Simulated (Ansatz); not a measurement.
**TiO: one change and its effect**

System: TiO (P-6m2, 2 atoms in the cell).
Method of the first run: Kohn-Sham DFT of a periodic cell, r2SCAN0, Ansatz PAW, no spin polarisation (Ansatz 0.2.0).

The structure was built on a prototype by a generator; it need not be a known phase. Text and figures count atoms from 1; the logs count them from 0 in places.

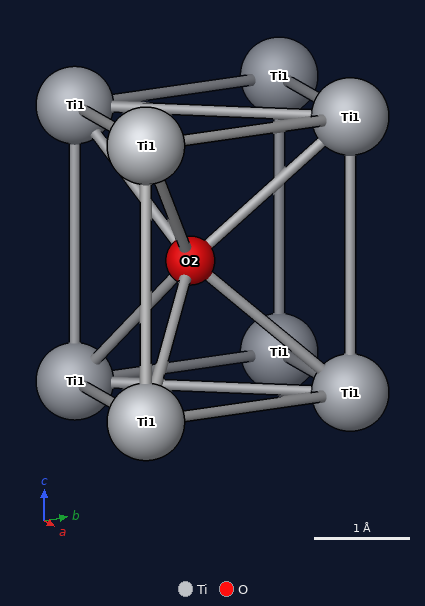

The structure as given in the input (ball-and-stick view of the cell of the calculation, seen slightly off an axis; atoms are numbered from 1 in the order of the input). An atom can appear more than once, as a periodic image.

**The input, the first run**
```yaml
crystal:
  lattice:
    - [3.00943415, 0.0, 0.0]
    - [-1.50471708, 2.60624643, 0.0]
    - [0.0, 0.0, 2.93705863]
  atoms:
    - { symbol: Ti, position: [0.0, 0.0, 0.0] }
    - { symbol: O, position: [0.6666666667, 0.3333333333, 0.5] }
hamiltonian:
  xc: { exchange: r2scan, correlation: r2scan, exx: { coeff: 0.25 } }
  pseudopotentials: { kind: paw }
kpoints:
  mp_grid: { grid: [6, 6, 5] }
scf:
  occupations: { method: fermi_dirac, width: 0.05 }
output:
  forces: true
  stress: true
  eigenvalues: true
```

Launched with:
```bash
ansatz run input.yaml --threads 2 --pin off --max-ram 5632MiB --backend cpu --events-out ev --progress --plain --runs-dir out
```

Hardware: 2 threads of Intel Xeon @ 2.50GHz (Skylake/Cascade Lake), 16 GiB of memory available, shared host.

**Output, shortened to warnings, some set-up lines, iterations and results (the first run)**
```
Warning: output.stress: scf.convergence.dr2_threshold = 1e-7 eV (the SCF's general default) is looser than the 2e-10 eV advised for a printed stress (1e-10 eV for each atom of the cell: 2). What an SCF threshold leaves in a stress goes as its square root, and in the free energy as the threshold itself, and one threshold admits the most on a small cell: of the crystals measured, under no hybrid …
Warning: output.stress: scf.exx.energy_threshold = 1e-6 eV is looser than the 2e-8 eV advised for a stress under a hybrid functional (1e-8 eV for each atom of the cell: 2). Every SCF of the exchange loop can meet its threshold on dr2 while the loop round them stops early: no threshold on dr2 bounds what that leaves in the stress. Set scf.exx.energy_threshold to 2e-8 eV or tighter. The threshold …
Basis set: ecut = 500 eV, 599 PW (Γ), exchange–correlation on 96×96×96 points (64 copies of the dense FFT grid, shifted against one another)
Symmetry: 12 space group operations
k-points: 21 of 180 (time reversal used)
Initial density: superposition of atomic densities (neutral atoms: chi_scale 0, normalization atom), corrected by the library's trained network
[...]
SCF iter   1: F=—  HF=-3075.290738 eV  |F-HF|=—  |Δ(HF+E_count)|=         —  Δρ=2.44e-2  dr2=1.42e-1  dr2_τ=7.28e-2  ethr=1.77e-3  ⟨swp⟩=4.8  Hψ=1060  notcnv=0
SCF iter   2: F=—  HF=-3075.378254 eV  |F-HF|=—  |Δ(HF+E_count)|=   8.75e-2  Δρ=2.23e-2  dr2=9.71e-2  dr2_τ=1.48e-2  ethr=7.90e-4  ⟨swp⟩=4.2  Hψ=895  notcnv=0
SCF iter   3: F=—  HF=-3075.358078 eV  |F-HF|=—  |Δ(HF+E_count)|=   2.02e-2  Δρ=5.54e-3  dr2=4.35e-3  dr2_τ=4.45e-4  ethr=2.39e-5  ⟨swp⟩=3.0  Hψ=1241  notcnv=0
SCF iter   4: F=—  HF=-3075.358631 eV  |F-HF|=—  |Δ(HF+E_count)|=   5.53e-4  Δρ=2.45e-3  dr2=4.35e-4  dr2_τ=1.20e-4  ethr=2.39e-5  ⟨swp⟩=2.9  Hψ=545  notcnv=0
SCF iter   5: F=—  HF=-3075.358928 eV  |F-HF|=—  |Δ(HF+E_count)|=   2.97e-4  Δρ=4.99e-4  dr2=5.56e-5  dr2_τ=6.40e-6  ethr=2.41e-6  ⟨swp⟩=3.2  Hψ=578  notcnv=0
[... 38 lines ...]
SCF iter  12: F=-3073.347767 eV  HF=-3073.347767 eV  |F-HF|=0.00e0  |Δ(HF+E_count)|=  9.09e-13  Δρ=6.25e-8  dr2=7.75e-13  dr2_τ=3.14e-14  ethr=1.00e-12  ⟨swp⟩=2.0  Hψ=465  …
SCF 5 converged in 12 iterations: F = -3073.347767 eV  dr2 = 7.75e-13
SCF iter   1: F=—  HF=-3073.347767 eV  |F-HF|=—  |Δ(HF+E_count)|=         —  Δρ=1.55e-6  dr2=3.87e-10  dr2_τ=8.03e-11  ethr=7.41e-10  ⟨swp⟩=3.2  Hψ=596  notcnv=0
SCF iter   2: F=-3073.347767 eV  HF=-3073.347767 eV  |F-HF|=5.46e-12  |Δ(HF+E_count)|=  6.61e-10  Δρ=1.06e-6  dr2=1.67e-10  dr2_τ=2.06e-11  ethr=1.60e-12  ⟨swp⟩=4.3  Hψ=678  …
SCF 6 converged in 2 iterations: F = -3073.347767 eV  dr2 = 1.67e-10
  Residual-converged pass: ⟨swp⟩=2.0  Hψ=369  notcnv=0  max |occ|·‖R‖ = 2.4e-6 eV (tolerance 2.4e-6 eV)  dr2=1.67e-10  dr2_τ=2.07e-11  dr2_onsite=6.02e-12  max |Δocc| = 1.3e-15
hybrid outer 5: dexx = +5.258e-10 eV, tail = 5.39e-10 eV, Δε = 1.09e-4 eV (about 4.57e-5 eV left of the loop's levels), ΔF = 1.85e-17 eV/Å (tail 7.78e-18)
hybrid SCF converged: 5 outer / 33 inner (+9 warm-up), last move |dexx| = 5.26e-10 eV, tail = 5.39e-10 eV
Stability not checked: this state was not tested for a lower state beside it, because the functional holds exact exchange (a hybrid, or Hartree-Fock), whose exchange loop this test does not read (fock_operator; see scf.lower_state_search)
Free energy (F): -3073.347767 eV
Frozen-core exchange: fock
Harris-Foulkes:  -3073.347767 eV  (|F-HF|=5.46e-12)
Internal energy: -3073.347758 eV  (E = F + TS)
E sigma→0 (E₀):  -3073.347762 eV
Entropy (-TS):   -0.000009 eV (-0.005 meV/atom)
Fermi energy:    14.244611 eV
--- Per-component energies (eV) ---
  E_band       = -210.707075
  E_kinetic    = 445.042327
  E_local      = -1027.349105  (includes V_loc(G=0)·N_el)
  E_nonlocal   = 51.724492
  E_hartree    = 397.848550
  E_xc         = -128.678022
  E_vxc        = -180.797808  (∫ρ·V_xc dr)
  E_exx        = -66.052200  (= α·E_x^exact, valence–valence)
  E_paw        = -1184.554597  (= ΣΔE_a)
  E_vpaw       = -173.226582  (= ΣTr[D̂ρ^β])
  E_aug_tail   = 0.001150  (compensation charges beyond the density's cutoff)
  E_vtau       = 10.305647  (kinetic-family band-sum trace: ∫τ·v_τ [+ j·A + Jᵃ·Aᵃ] dr)
  E_ewald      = -1560.945093
  E_core_change = -0.385259  (= ΣΔE_core)
  E_smearing   = -0.000009  (= −TS)
  E_closure    = -0.000000  (closes the sum)
  Σ components = -3073.347767   (vs F -3073.347767, Δ=0.00e0)
--- Forces (eV/Å), atoms counted from 1 ---
  atom   1  Ti     0.00000000    -0.00000000     0.00000000
  atom   2  O      0.00000000     0.00000000     0.00000000
  max |Σ_I F_I| component: 4.16e-17 eV/Å
--- Stress (GPa, compression-positive) ---
      -39.049224       0.000000       0.000000
       -0.000000     -39.049224       0.000000
        0.000000       0.000000     -30.473763
  P = ⅓ Tr σ = -36.1907 GPa (-361.907 kbar)
```

The input of the second run differs as follows (lines with − go, lines with + come):
```diff
-  xc: { exchange: r2scan, correlation: r2scan, exx: { coeff: 0.25 } }
+  xc: r2scan
```

Predict how the results change.

The total energies belong to different methods, so their difference says nothing on which is more stable or more accurate. The gap of 0.80 eV on the mesh closes. The pressure goes from −36.19 to −30.96 GPa. The SCF takes 7 iterations against 42.

**Output, shortened to warnings, some set-up lines, iterations and results (the second run)**
```
Basis set: ecut = 500 eV, 599 PW (Γ), exchange–correlation on 96×96×96 points (64 copies of the dense FFT grid, shifted against one another)
Symmetry: 12 space group operations
k-points: 21 of 180 (time reversal used)
Initial density: superposition of atomic densities (neutral atoms: chi_scale 0, normalization atom), corrected by the library's trained network
[...]
SCF iter   1: F=—  HF=-3075.288512 eV  |F-HF|=—  |Δ(HF+E_count)|=         —  Δρ=2.44e-2  dr2=1.42e-1  dr2_τ=7.27e-2  ethr=1.77e-3  ⟨swp⟩=4.4  Hψ=1404  notcnv=0
SCF iter   2: F=—  HF=-3075.376138 eV  |F-HF|=—  |Δ(HF+E_count)|=   8.76e-2  Δρ=2.24e-2  dr2=9.73e-2  dr2_τ=1.48e-2  ethr=7.88e-4  ⟨swp⟩=2.5  Hψ=661  notcnv=0
SCF iter   3: F=—  HF=-3075.355948 eV  |F-HF|=—  |Δ(HF+E_count)|=   2.02e-2  Δρ=5.56e-3  dr2=4.39e-3  dr2_τ=4.55e-4  ethr=5.41e-4  ⟨swp⟩=2.0  Hψ=443  notcnv=0
SCF iter   4: F=—  HF=-3075.356584 eV  |F-HF|=—  |Δ(HF+E_count)|=   6.36e-4  Δρ=2.49e-3  dr2=4.59e-4  dr2_τ=1.35e-4  ethr=2.44e-5  ⟨swp⟩=1.2  Hψ=442  notcnv=0
SCF iter   5: F=—  HF=-3075.356852 eV  |F-HF|=—  |Δ(HF+E_count)|=   2.68e-4  Δρ=4.47e-4  dr2=3.44e-5  dr2_τ=3.34e-6  ethr=2.55e-6  ⟨swp⟩=2.8  Hψ=421  notcnv=0
SCF iter   6: F=—  HF=-3075.356845 eV  |F-HF|=—  |Δ(HF+E_count)|=   6.84e-6  Δρ=6.72e-5  dr2=6.43e-7  dr2_τ=6.65e-8  ethr=1.91e-7  ⟨swp⟩=2.0  Hψ=346  notcnv=0
SCF iter   7: F=-3075.356845 eV  HF=-3075.356845 eV  |F-HF|=6.61e-10  |Δ(HF+E_count)|=   1.55e-7  Δρ=7.49e-6  dr2=7.80e-9  dr2_τ=1.43e-9  ethr=5.56e-10  ⟨swp⟩=5.4  Hψ=1203  …
SCF 1 converged in 7 iterations: F = -3075.356845 eV  dr2 = 7.80e-9
SCF converged after 7 iterations
Free energy (F): -3075.356845 eV
Harris-Foulkes:  -3075.356845 eV  (|F-HF|=6.61e-10)
Internal energy: -3075.355160 eV  (E = F + TS)
E sigma→0 (E₀):  -3075.356003 eV
Entropy (-TS):   -0.001686 eV (-0.843 meV/atom)
Fermi energy:    14.029456 eV
--- Per-component energies (eV) ---
  E_band       = -167.094009
  E_kinetic    = 445.140316
  E_local      = -1035.249359  (includes V_loc(G=0)·N_el)
  E_nonlocal   = 54.955786
  E_hartree    = 402.980748
  E_xc         = -165.889383
  E_vxc        = -237.654242  (∫ρ·V_xc dr)
  E_paw        = -1216.063932  (= ΣΔE_a)
  E_vpaw       = -216.051687  (= ΣTr[D̂ρ^β])
  E_aug_tail   = 0.001156  (compensation charges beyond the density's cutoff)
  E_vtau       = 15.803079  (kinetic-family band-sum trace: ∫τ·v_τ [+ j·A + Jᵃ·Aᵃ] dr)
  E_ewald      = -1560.945093
  E_core_change = -0.285398  (= ΣΔE_core)
  E_smearing   = -0.001686  (= −TS)
  E_closure    = 0.000000  (closes the sum)
  Σ components = -3075.356845   (vs F -3075.356845, Δ=0.00e0)
--- Forces (eV/Å), atoms counted from 1 ---
  atom   1  Ti     0.00000000    -0.00000000     0.00000000
  atom   2  O      0.00000000     0.00000000     0.00000000
  max |Σ_I F_I| component: 8.33e-17 eV/Å
--- Stress (GPa, compression-positive) ---
      -32.814783       0.000000       0.000000
        0.000000     -32.814783       0.000000
        0.000000       0.000000     -27.262753
  P = ⅓ Tr σ = -30.9641 GPa (-309.641 kbar)
```

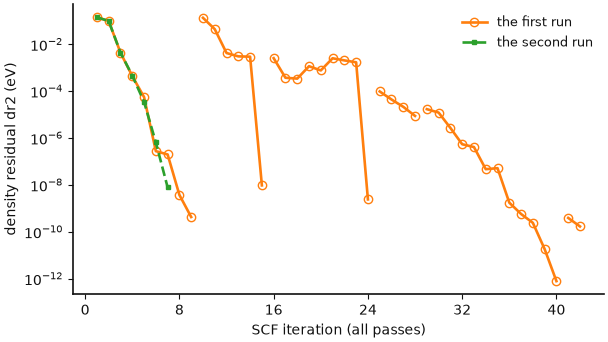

Convergence of the two runs: density residual dr2 against the SCF iteration. A break in a curve parts two SCF passes. The first run takes 42 iterations in all, and the second run takes 7.

**The two runs side by side**

| quantity | the first run | the second run |
| --- | --- | --- |
| outcome | converged | converged |
| free energy per atom (eV) | −1536.6739 | −1537.6784 |
| energy per atom, smearing taken to zero (eV) | −1536.6739 | −1537.6780 |
| gap on the mesh (eV) | 0.80 | 0.00 |
| pressure (GPa) | −36.19 | −30.96 |
| largest force (eV/Å) | 0.000 | 0.000 |
| SCF iterations | 42 | 7 |
| irreducible k-points | 21 | 21 |
| plane waves at Γ | 599 | 599 |
| wall time (shared host) | 40 s | 1.7 s |

For the first run: Warnings: the exchange loop's threshold is looser than advised for the stress; the SCF threshold is looser than advised for the printed stress. The cell is under a tension of 36 GPa at this level, so it is not at its equilibrium volume. For the second run: The cell is under a tension of 31 GPa at this level, so it is not at its equilibrium volume.
